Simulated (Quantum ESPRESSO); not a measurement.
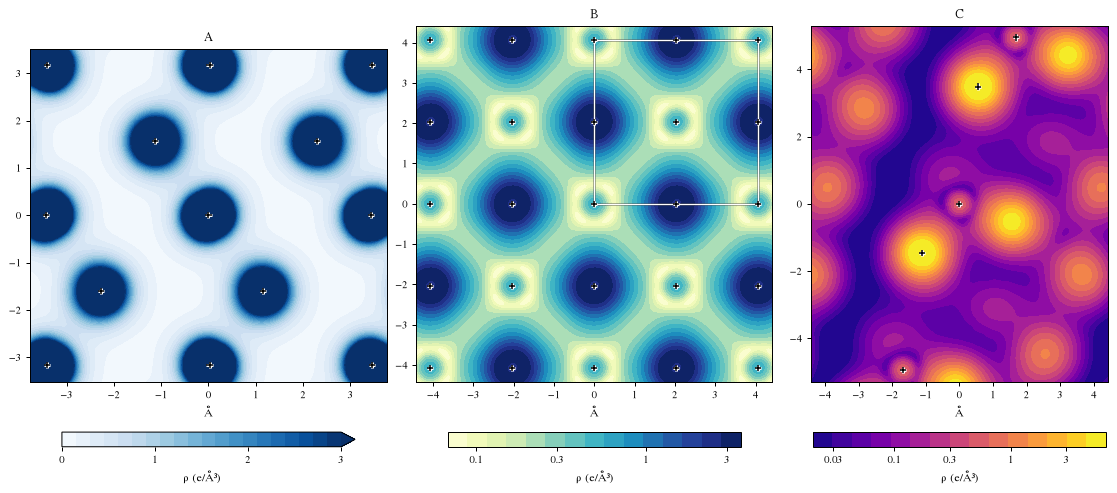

The valence pseudo-density of 3 systems, each on a plane through atoms (crosses mark nuclei in the plane).

Method: Quantum ESPRESSO 7.5, Kohn-Sham DFT of a periodic cell, PBE, SSSP 1.3 efficiency PBE.

System 1: AlN, the (001) plane of the conventional cell. Space group Fm-3m; a structure from a database of computed crystals, not necessarily the ambient phase.

System 2: CuO, the (101̄) plane of the conventional cell. Space group Cc; not relaxed (largest force 0.8 eV/Å); computed pressure about 5 GPa in this cell.

```yaml
crystal:
  lattice:
    - [4.68930, 0.00000, 0.00000]
    - [0.00000, 3.42680, 0.00000]
    - [-0.86055, 0.00000, 5.05944]
  atoms:
    - { symbol: Cu, position: [0.25000, 0.24680, 0.00000] }
    - { symbol: Cu, position: [0.75000, 0.74680, 0.00000] }
    - { symbol: Cu, position: [0.25000, 0.75320, 0.50000] }
    - { symbol: Cu, position: [0.75000, 0.25320, 0.50000] }
    - { symbol: O, position: [0.48850, 0.91710, 0.25370] }
    - { symbol: O, position: [0.98850, 0.41710, 0.25370] }
    - { symbol: O, position: [0.48850, 0.08290, 0.75370] }
    - { symbol: O, position: [0.98850, 0.58290, 0.75370] }
```

System 3: Al2O3, the (111) plane of the conventional cell. Space group P-3m1; a structure from a database of computed crystals, not necessarily the ambient phase.

Q: Which map belongs to which system?

A: Panel A is system 2, CuO: the plane holds Cu and O. Cu–O (1.93 Å): ρ at the midpoint is about 0.65 e/Å³. Panel B is system 1, AlN: the plane holds Al and N. Al–N (2.03 Å): ρ at the midpoint is about 0.51 e/Å³. Panel C is system 3, Al2O3: the plane holds Al and O. Al–O (1.84 Å): ρ is about 0.66 e/Å³ halfway.
